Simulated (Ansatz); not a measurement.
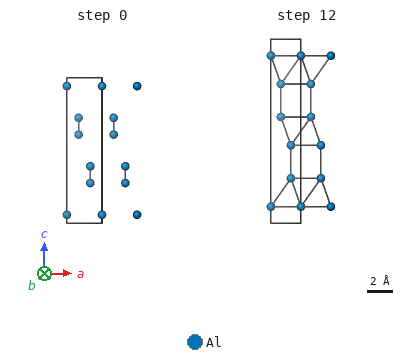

The structure of solid Al (built on the O_166 type) (coarse preliminary run) before (left) and after (right) a relaxation, at one scale.

The picture is a ball-and-stick view of the conventional cell (3 times the calculation's cell), repeated 2 × 1 × 1 with one cell outlined, seen along the b axis. Lengths and directions refer to the drawn axes.

Case: O type (R-3m, No. 166).

These are results of DFT PBE, scalar-relativistic, plane waves, PAW (Ansatz 0.2.0), not measurements.

Input
```yaml
crystal:
  lattice:
    - [1.6648415754, 0.9611967316, 3.9865693187]
    - [-1.6648415754, 0.9611967316, 3.9865693187]
    - [0.0, -1.9223934634, 3.9865693187]
  atoms:
    - { symbol: Al, position: [0.0577, 0.0577, 0.0577] }
    - { symbol: Al, position: [0.9423, 0.9423, 0.9423] }
basis:
  ecutwfc: 420
kpoints:
  mp_grid: { grid: [6, 6, 6] }
hamiltonian:
  xc: pbe
scf:
  occupations: { method: gaussian, width: 0.1 }
  lower_state_search: "off"
output:
  forces: true
  stress: true
  eigenvalues: true
relax:
  adjacent_minimum: "off"
  f_tol: 0.04
  max_steps: 70
  cell: { stress_tol: 0.4 }
```

Question: Summarise the run.

Answer: The energy falls by 8488 meV per atom in 10 accepted moves (12 points after the start). Largest force component: 45 eV/Å at the start, 0.008 eV/Å at the end. The pressure goes from 76.97 to 0.04 GPa. The SCF was repeated twice at an unchanged geometry on a basis and grid sized afresh for the cell, which shifted the energy by 9.1 meV per atom at most. The largest moves relative to the cell, 0.48 Å, are those of Al1 and Al2. Al1 goes along +c. The volume changes by −7.4 %, with a = b 3.330 → 2.849 Å (−14.4 %), c 11.960 → 15.128 Å (+26.5 %). Near-neighbour distances that change, for instance: Al1–Al2 1.380 → 2.711 Å, Al1–Al1 3.330 → 2.849 Å, Al1–Al2 (another image) 3.239 → 2.853 Å. The space group stays R-3m (No. 166). The run took roughly 11 core-seconds on a shared host.
